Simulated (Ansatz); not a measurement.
## Si16O: nudged elastic band (part 2 of 2)

The same run, continued: Si16O (defect cell, 17 atoms in the cell); DFT r2SCAN, scalar-relativistic, plane waves, PAW, no spin polarisation (Ansatz 0.2.0); cutoff 500 eV, 2×2×2 k-mesh, Gaussian smearing of 0.02 eV. The structure derives from a Materials Project entry. It belongs to a series of runs on one base structure; here: climbing-image band for the jump of O by 0.90 A.

Geometry of the input (Å; fractional positions):
```
0.0000  5.4437  -5.4437
5.4437  5.4437  0.0000
5.4437  0.0000  -5.4437
Si 0.1594  0.1302  0.1337
Si 0.1201  0.6275  0.1269
Si 0.6307  0.0853  0.1120
Si 0.6197  0.6017  0.1101
Si 0.1258  0.1239  0.6390
Si 0.1252  0.6272  0.6228
Si 0.6248  0.1255  0.6282
Si 0.6219  0.6240  0.6148
Si 0.2475  0.7547  0.2481
Si 0.2731  0.2552  0.2648
Si 0.7447  0.7155  0.2412
Si 0.7897  0.2442  0.2633
Si 0.2478  0.7497  0.7522
Si 0.2511  0.2531  0.7601
Si 0.7510  0.7493  0.7360
Si 0.7496  0.2503  0.7471
O  -0.1962  0.0706  0.1883
```

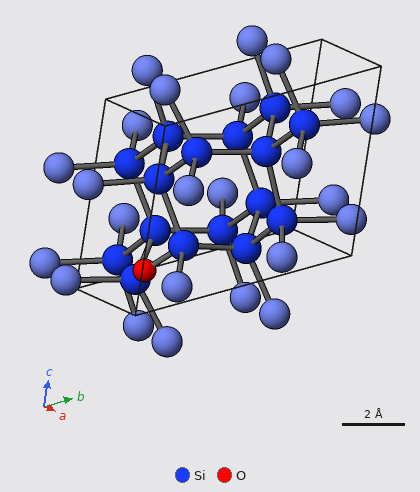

The input geometry (ball-and-stick view of the cell of the calculation, seen slightly off an axis; neighbours outside the cell are drawn fainter).

## Output, continued
```
--- Per-component energies (eV) ---
  E_band       = 37.353504
  E_kinetic    = 837.082987
  E_local      = -1046.169033  (includes V_loc(G=0)·N_el)
  E_nonlocal   = 448.140554
  E_hartree    = 372.558767
  E_xc         = -900.767698
  E_vxc        = -906.435092  (∫ρ·V_xc dr)
  E_paw        = -8473.743313  (= ΣΔE_a)
  E_vpaw       = -78.715398  (= ΣTr[D̂ρ^β])
  E_aug_tail   = 0.001116  (compensation charges beyond the density's cutoff)
  E_vtau       = 38.330478  (kinetic-family band-sum trace: ∫τ·v_τ [+ j·A + Jᵃ·Aᵃ] dr)
  E_ewald      = -2028.153665
  E_core_change = -1.254869  (= ΣΔE_core)
  E_smearing   = -0.000000  (= −TS)
  E_closure    = 0.000000  (closes the sum)
  Σ components = -10792.305154   (vs F -10792.305154, Δ=0.00e0)
--- Forces (eV/Å), atoms counted from 1 ---
  atom   1  Si    -0.00034957     0.00032668    -0.00058181
  atom   2  Si    -0.00012974    -0.00136107    -0.00003923
  atom   3  Si     0.00354121     0.00362704    -0.00737913
  atom   4  Si     0.00050189     0.00027839    -0.00024618
  atom   5  Si     0.00004755     0.00015545     0.00090323
  atom   6  Si     0.00019830     0.00031972    -0.00030909
  atom   7  Si    -0.00007628    -0.00045680    -0.00008448
  atom   8  Si    -0.00134993    -0.00011237     0.00017009
  atom   9  Si    -0.00006635     0.00049603     0.00039782
  atom  10  Si     0.00009142     0.00078938    -0.00118786
  atom  11  Si     0.00069586     0.00077216    -0.00021807
  atom  12  Si    -0.00577556    -0.00528461     0.00157003
  atom  13  Si     0.00017449     0.00006921     0.00000549
  atom  14  Si    -0.00037635    -0.00052878    -0.00138842
  atom  15  Si     0.00043305    -0.00006164     0.00028531
  atom  16  Si     0.00065674     0.00012166    -0.00096519
  atom  17  O      0.00173141     0.00081559     0.00907592
  max |Σ_I F_I| component: 5.19e-5 eV/Å
--- Band table (eV; the first three rows and the last of 8) ---
  k-point 0: bands = ["-15.5162", "-6.0154", "-4.5749", "-3.8002", "-3.7745", "-3.4076", "-2.9618", "-1.9741", "-1.9220", "-1.9207", "-1.8430", "-1.5213", "-1.2140", "-1.1206", "-1.1098", "0.2881", "0.6839", "1.5558", "1.6122", "3.3463", "3.3779", "3.3840", "3.5308", "3.7145", "3.9318", "4.8523", "4.8929", "5.0240", "5.0246", "5.1210", "5.1543", "5.1836", "5.8684", "6.1512", "6.1975", "6.8849", "7.1961", "7.2222", "7.3895", "7.6276", "7.6900", "8.0044", "8.3681", "8.4426", "8.7369", "9.1911", "9.1933", "9.3342", "9.7486", "9.8008", "9.8287", "9.8409"]
  k-point 1: bands = ["-15.5159", "-5.4175", "-5.0722", "-4.5118", "-3.4708", "-3.3706", "-3.3516", "-3.3200", "-2.4972", "-1.7467", "-0.7258", "-0.4528", "-0.4150", "-0.3435", "0.0548", "0.8047", "1.3861", "1.5869", "2.2349", "2.3214", "2.5847", "2.6383", "2.6635", "2.8782", "2.9609", "3.7966", "3.9623", "4.0378", "4.1208", "4.2917", "4.6769", "4.8945", "5.3819", "5.5486", "5.5856", "7.7005", "7.8919", "8.0206", "8.1314", "8.1656", "8.5417", "9.0225", "9.5259", "9.8192", "10.0339", "10.4635", "10.6131", "10.7551", "10.8825", "11.0443", "11.0898", "11.3473"]
  k-point 2: bands = ["-15.5158", "-5.4387", "-5.0849", "-4.5040", "-3.4429", "-3.4001", "-3.3189", "-3.2939", "-2.4221", "-1.7524", "-0.6163", "-0.5822", "-0.3962", "-0.3458", "-0.1119", "0.5759", "1.4936", "1.6091", "2.2348", "2.4040", "2.5215", "2.6216", "2.6884", "2.8196", "3.1985", "3.7570", "3.9477", "4.0474", "4.1418", "4.4819", "4.6083", "4.9281", "5.3302", "5.5077", "5.6418", "7.7417", "7.8579", "8.0182", "8.1455", "8.2794", "8.5494", "8.7138", "9.5990", "9.8503", "9.9775", "10.3973", "10.5069", "10.7021", "10.8192", "11.0626", "11.1410", "11.3630"]
  k-point 7: bands = ["-15.5156", "-5.7030", "-5.0389", "-3.8241", "-3.4800", "-3.4524", "-3.3447", "-3.2980", "-2.6102", "-2.0399", "-0.4713", "-0.4465", "-0.3816", "-0.2961", "-0.2913", "0.7516", "0.7863", "1.0723", "2.2854", "2.4801", "2.5849", "2.5962", "3.0659", "3.1043", "3.3668", "3.7338", "4.0273", "4.0845", "4.1349", "4.5079", "4.7446", "5.4168", "5.4596", "5.5821", "6.1413", "7.5914", "7.8836", "7.9294", "8.0021", "8.1675", "8.4051", "8.4239", "8.6170", "9.7064", "9.9837", "10.0118", "10.0495", "10.0591", "10.9878", "11.1059", "11.3872", "11.4885"]
this run last wrote the band of iteration 6 to [file]
--- NEB band (7 images, 6 band iterations, 190 SCF iterations) ---
  forward barrier  = 0.008023 eV
  backward barrier = 0.008023 eV
  lagrangian_above_aufbau_ev (what the smearing adds, to first order; not taken off the barriers): saddle image -0.000000 eV, end points -0.000000 and -0.000000 eV
  climbing image's point = of an order that was not read
  energies are F+E_penalty+E_count in eV, relative to image 0
  image     s (Å)  Δ vs image 0  max|band force component| (eV/Å)
      0    0.0000      0.000000                                 —
      1    0.1866      0.002036                          3.924e-3
      2    0.3731      0.006027                          6.082e-3
  *   3    0.5598      0.008023                          9.109e-3
      4    0.7488      0.005906                          5.869e-3
      5    0.9378      0.001872                          3.021e-3
      6    1.1268     -0.000000                                 —
  climbing-image geometry (image 3):
  cell:  # Å, volume = 322.6362 Å³
    - [0.0, 5.44370238, -5.44370238]
    - [5.44370238, 5.44370238, 0.0]
    - [5.44370238, 0.0, -5.44370238]
  atoms:
    - { symbol: Si, position: [0.1449584276982375, 0.13083846357671353, 0.12854940146439223] }
    - { symbol: Si, position: [0.11573239558806946, 0.6267980966886869, 0.12361474035602425] }
    - { symbol: Si, position: [0.6231500627775689, 0.0828485880143861, 0.12325882344154748] }
    - { symbol: Si, position: [0.6124198718977517, 0.5999128728078168, 0.11251245894958017] }
    - { symbol: Si, position: [0.1327801793662338, 0.1244932835206547, 0.6327676616647668] }
    - { symbol: Si, position: [0.12215739583014618, 0.6299061490566668, 0.6222168299062508] }
    - { symbol: Si, position: [0.6285379815913913, 0.13084814837929248, 0.645129354526086] }
    - { symbol: Si, position: [0.623590523171802, 0.6268022261772561, 0.6158065854666317] }
    - { symbol: Si, position: [0.2394950828268478, 0.7547064318984373, 0.24767792330183855] }
    - { symbol: Si, position: [0.26180642256705944, 0.25396321014238227, 0.25723488201592537] }
    - { symbol: Si, position: [0.7414055053864967, 0.7125069801426063, 0.24147238383567726] }
    - { symbol: Si, position: [0.7772822808122933, 0.24407583577215164, 0.27743535693696175] }
    - { symbol: Si, position: [0.2491213720643119, 0.7504379237210428, 0.7491479368234055] }
    - { symbol: Si, position: [0.2547287901351094, 0.25599331105052014, 0.7547370189630476] }
    - { symbol: Si, position: [0.7476165017264332, 0.754720284770948, 0.7395960950032897] }
    - { symbol: Si, position: [0.7572567642609058, 0.25397532902839237, 0.7619444020259338] }
    - { symbol: O, position: [-0.24581095240065828, 0.0557362836520468, 0.25460612161864177] }
```

## The last band as extended XYZ (Å, eV, eV/Å)
```
17
Lattice="0.0000 5.4437 -5.4437 5.4437 5.4437 0.0000 5.4437 0.0000 -5.4437" Properties=species:S:1:pos:R:3:forces:R:3 image=0 energy=-10792.31318
Si    1.4364    1.5767   -1.5956    0.0023   0.0014   0.0013
Si    4.1068    4.0700   -1.3447   -0.0031   0.0015  -0.0012
Si    1.0738    3.8979   -4.0430   -0.0028  -0.0014   0.0008
Si    3.8750    6.6492   -3.9728   -0.0013   0.0022  -0.0010
Si    4.1531    1.3592   -4.1633    0.0003  -0.0001   0.0000
Si    6.8047    4.0961   -4.0721    0.0020  -0.0001  -0.0016
Si    4.1031    4.0843   -6.8208    0.0004   0.0008  -0.0026
Si    6.7438    6.7827   -6.7324   -0.0007  -0.0017  -0.0009
Si    5.4590    5.4556   -2.6978    0.0006  -0.0022   0.0019
Si    2.8311    2.8760   -2.9283    0.0013  -0.0012  -0.0007
Si    5.2082    7.9490   -5.3668    0.0030  -0.0011  -0.0016
Si    2.7627    5.6282   -5.7323    0.0012  -0.0020  -0.0020
Si    8.1758    5.4303   -5.4437   -0.0004   0.0015   0.0009
Si    5.5157    2.7446   -5.5044   -0.0016  -0.0014   0.0003
Si    8.0855    8.1675   -8.0949   -0.0009   0.0013   0.0030
Si    5.4295    5.4431   -8.1475    0.0008   0.0022   0.0005
O     1.4088   -0.6841    0.0434   -0.0012   0.0004   0.0028
17
Lattice="0.0000 5.4437 -5.4437 5.4437 5.4437 0.0000 5.4437 0.0000 -5.4437" Properties=species:S:1:pos:R:3:forces:R:3 image=1 energy=-10792.31114
Si    1.4332    1.5555   -1.5635    0.0015   0.0006  -0.0037
Si    4.0981    4.0600   -1.3299    0.0018  -0.0009  -0.0016
Si    1.0895    3.8775   -4.0544    0.0006   0.0020  -0.0009
Si    3.8682    6.6297   -3.9578    0.0015   0.0007  -0.0014
Si    4.1476    1.3713   -4.1660    0.0020  -0.0025   0.0003
Si    6.8089    4.0975   -4.0610    0.0007  -0.0006  -0.0007
Si    4.1500    4.1019   -6.8565   -0.0045  -0.0031   0.0048
Si    6.7497    6.7925   -6.7322   -0.0002  -0.0017   0.0007
Si    5.4569    5.4429   -2.6789    0.0008   0.0008  -0.0012
Si    2.8190    2.8550   -2.8997    0.0031   0.0014  -0.0038
Si    5.1958    7.9330   -5.3579    0.0016   0.0000  -0.0007
Si    2.7890    5.6054   -5.7372   -0.0051  -0.0007   0.0015
Si    8.1717    5.4340   -5.4384    0.0016  -0.0017  -0.0005
Si    5.5173    2.7560   -5.4996    0.0017  -0.0028  -0.0015
Si    8.1011    8.1746   -8.0885   -0.0002  -0.0018  -0.0002
Si    5.4688    5.4632   -8.1881   -0.0022  -0.0027   0.0046
O     1.4892   -0.8037   -0.0067   -0.0047   0.0127   0.0042
17
Lattice="0.0000 5.4437 -5.4437 5.4437 5.4437 0.0000 5.4437 0.0000 -5.4437" Properties=species:S:1:pos:R:3:forces:R:3 image=2 energy=-10792.30715
Si    1.4246    1.5303   -1.5271    0.0021   0.0017  -0.0047
Si    4.0912    4.0507   -1.3154    0.0013  -0.0015  -0.0016
Si    1.1057    3.8596   -4.0610    0.0020   0.0036  -0.0048
Si    3.8699    6.6127   -3.9492    0.0014   0.0003  -0.0007
Si    4.1364    1.3857   -4.1671    0.0022  -0.0024   0.0005
Si    6.8128    4.0967   -4.0544    0.0004  -0.0003  -0.0005
Si    4.1902    4.1186   -6.8948   -0.0039  -0.0034   0.0053
Si    6.7566    6.8004   -6.7376   -0.0008  -0.0017   0.0013
Si    5.4564    5.4282   -2.6635    0.0007   0.0010  -0.0004
Si    2.8022    2.8325   -2.8643    0.0035   0.0019  -0.0049
Si    5.1913    7.9215   -5.3523    0.0015   0.0001  -0.0003
Si    2.8148    5.5826   -5.7405   -0.0075  -0.0027   0.0016
Si    8.1674    5.4378   -5.4354    0.0017  -0.0017   0.0000
Si    5.5119    2.7684   -5.4964    0.0020  -0.0033  -0.0016
Si    8.1179    8.1776   -8.0895   -0.0003  -0.0014   0.0004
Si    5.5020    5.4841   -8.2295   -0.0017  -0.0027   0.0041
O     1.5836   -0.9215   -0.0374   -0.0048   0.0126   0.0062
17
Lattice="0.0000 5.4437 -5.4437 5.4437 5.4437 0.0000 5.4437 0.0000 -5.4437" Properties=species:S:1:pos:R:3:forces:R:3 image=3 energy=-10792.30515
Si    1.4120    1.5014   -1.4889   -0.0004   0.0003  -0.0006
Si    4.0850    4.0421   -1.3029   -0.0001  -0.0014   0.0000
Si    1.1220    3.8432   -4.0632    0.0035   0.0036  -0.0074
Si    3.8782    6.5996   -3.9463    0.0005   0.0003  -0.0002
Si    4.1223    1.4005   -4.1674    0.0000   0.0002   0.0009
Si    6.8162    4.0940   -4.0522    0.0002   0.0003  -0.0003
Si    4.2242    4.1339   -6.9335   -0.0001  -0.0005  -0.0001
Si    6.7644    6.8068   -6.7469   -0.0014  -0.0001   0.0002
Si    5.4567    5.4121   -2.6520   -0.0001   0.0005   0.0004
Si    2.7828    2.8077   -2.8255    0.0001   0.0008  -0.0012
Si    5.1932    7.9147   -5.3505    0.0007   0.0008  -0.0002
Si    2.8390    5.5600   -5.7416   -0.0058  -0.0053   0.0016
Si    8.1633    5.4413   -5.4343    0.0002   0.0001   0.0000
Si    5.5021    2.7802   -5.4952   -0.0004  -0.0005  -0.0014
Si    8.1346    8.1783   -8.0959    0.0004  -0.0001   0.0003
Si    5.5304    5.5048   -8.2701    0.0007   0.0001  -0.0010
O     1.6894   -1.0347   -0.0479    0.0017   0.0008   0.0091
17
Lattice="0.0000 5.4437 -5.4437 5.4437 5.4437 0.0000 5.4437 0.0000 -5.4437" Properties=species:S:1:pos:R:3:forces:R:3 image=4 energy=-10792.30727
Si    1.3964    1.4669   -1.4495   -0.0034  -0.0030   0.0046
Si    4.0785    4.0344   -1.2936   -0.0023  -0.0007   0.0011
Si    1.1385    3.8270   -4.0607    0.0041   0.0024  -0.0049
Si    3.8915    6.5915   -3.9493    0.0004   0.0010  -0.0005
Si    4.1072    1.4149   -4.1670   -0.0025   0.0023   0.0006
Si    6.8189    4.0906   -4.0545   -0.0006   0.0006  -0.0007
Si    4.2533    4.1467   -6.9721    0.0017   0.0019  -0.0041
Si    6.7730    6.8131   -6.7593   -0.0015   0.0013  -0.0017
Si    5.4560    5.3954   -2.6457   -0.0014  -0.0006   0.0007
Si    2.7617    2.7790   -2.7842   -0.0025  -0.0014   0.0033
Si    5.2001    7.9132   -5.3524    0.0006   0.0012  -0.0005
Si    2.8617    5.5357   -5.7403   -0.0025  -0.0070   0.0016
Si    8.1597    5.4456   -5.4353   -0.0018   0.0018   0.0001
Si    5.4900    2.7903   -5.4963   -0.0034   0.0020  -0.0015
Si    8.1508    8.1781   -8.1074    0.0009   0.0012  -0.0005
Si    5.5554    5.5247   -8.3091    0.0016   0.0034  -0.0045
O     1.8042   -1.1415   -0.0366    0.0126  -0.0066   0.0070
17
Lattice="0.0000 5.4437 -5.4437 5.4437 5.4437 0.0000 5.4437 0.0000 -5.4437" Properties=species:S:1:pos:R:3:forces:R:3 image=5 energy=-10792.31130
Si    1.3794    1.4262   -1.4108   -0.0032  -0.0038   0.0044
Si    4.0703    4.0277   -1.2882   -0.0020  -0.0002   0.0006
Si    1.1566    3.8107   -4.0537    0.0024   0.0008  -0.0009
Si    3.9088    6.5903   -3.9581    0.0007   0.0013  -0.0012
Si    4.0926    1.4263   -4.1657   -0.0023   0.0020   0.0004
Si    6.8195    4.0869   -4.0612   -0.0008   0.0006  -0.0009
Si    4.2784    4.1554   -7.0086    0.0010   0.0013  -0.0034
Si    6.7823    6.8204   -6.7740   -0.0008   0.0016  -0.0017
Si    5.4526    5.3787   -2.6447   -0.0016  -0.0004  -0.0001
Si    2.7404    2.7454   -2.7422   -0.0024  -0.0021   0.0039
Si    5.2118    7.9182   -5.3580    0.0003   0.0015  -0.0008
Si    2.8847    5.5097   -5.7367   -0.0004  -0.0045   0.0013
Si    8.1558    5.4502   -5.4384   -0.0017   0.0017  -0.0002
Si    5.4774    2.7957   -5.4996   -0.0029   0.0016  -0.0014
Si    8.1654    8.1788   -8.1232    0.0007   0.0012  -0.0012
Si    5.5779    5.5416   -8.3447    0.0012   0.0030  -0.0037
O     1.9236   -1.2365   -0.0046    0.0119  -0.0055   0.0049
17
Lattice="0.0000 5.4437 -5.4437 5.4437 5.4437 0.0000 5.4437 0.0000 -5.4437" Properties=species:S:1:pos:R:3:forces:R:3 image=6 energy=-10792.31318
Si    1.3615    1.3789   -1.3752   -0.0022   0.0005   0.0008
Si    4.0600    4.0221   -1.2889    0.0014   0.0003  -0.0016
Si    1.1764    3.7942   -4.0420    0.0020  -0.0020   0.0012
Si    3.9286    6.5982   -3.9735    0.0012  -0.0007   0.0013
Si    4.0808    1.4316   -4.1628   -0.0013   0.0030  -0.0009
Si    6.8181    4.0827   -4.0725   -0.0015   0.0009  -0.0004
Si    4.2994    4.1597   -7.0402    0.0011  -0.0016   0.0030
Si    6.7927    6.8287   -6.7893    0.0022   0.0019   0.0006
Si    5.4454    5.3631   -2.6515    0.0001   0.0000   0.0003
Si    2.7203    2.7056   -2.7016   -0.0008  -0.0026   0.0004
Si    5.2279    7.9309   -5.3682   -0.0014   0.0013   0.0023
Si    2.9068    5.4835   -5.7308    0.0014   0.0008  -0.0028
Si    8.1523    5.4544   -5.4436    0.0001  -0.0016   0.0020
Si    5.4657    2.7941   -5.5045    0.0017  -0.0009  -0.0007
Si    8.1783    8.1818   -8.1415   -0.0015  -0.0012  -0.0031
Si    5.5991    5.5536   -8.3733   -0.0022  -0.0010  -0.0013
O     2.0451   -1.3175    0.0479   -0.0003   0.0028  -0.0012
```
